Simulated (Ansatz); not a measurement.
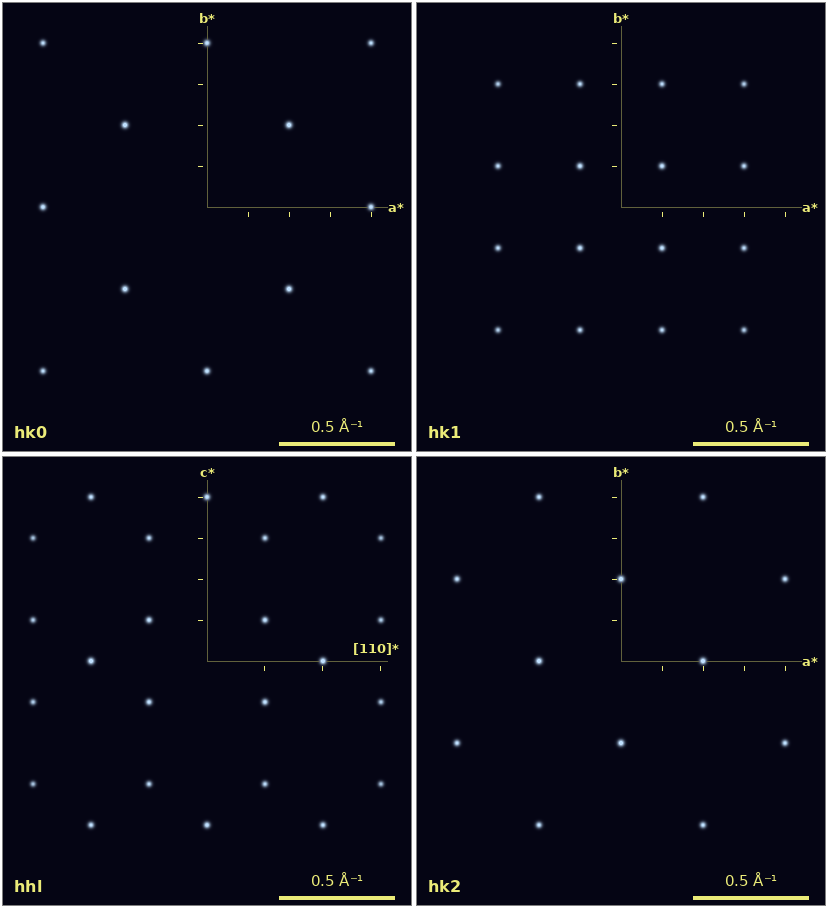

Four undistorted layers of reciprocal space, calculated for a single crystal (X-rays, kinematic |F|², B = 0.5 Å²). Tick marks count the reciprocal lattice steps of the conventional cell along each axis.

Question: What cell do the layers give?

Answer: a* = 0.179, b* = 0.179, c* = 0.179 Å⁻¹; the cell is cubic with a = 5.60 Å.

Question: List the systematic absences.

Answer: Reflections are present only under these conditions. hkl: h + k = 2n, h + l = 2n; hk0: h = 2n, h + k = 4n; hhl: h + l = 2n; h00: h = 4n. The lattice is face-centred (F). Further gaps, such as 2 2 2, 4 4 2, come from atoms on special positions, not from the group's general conditions.

Question: Which space groups fit?

Answer: The intensities have Laue symmetry m-3m (the hk0 layer shows 4mm, hk1 shows 4mm). With these conditions only Fd-3m (No. 227) fits. The compound is Ir. Structure: the geometry relaxed with Ansatz, DFT, RPBE, plane waves (420 eV) with PAW, scalar-relativistic; the starting structure was generated, so it need not be a known form of this composition.
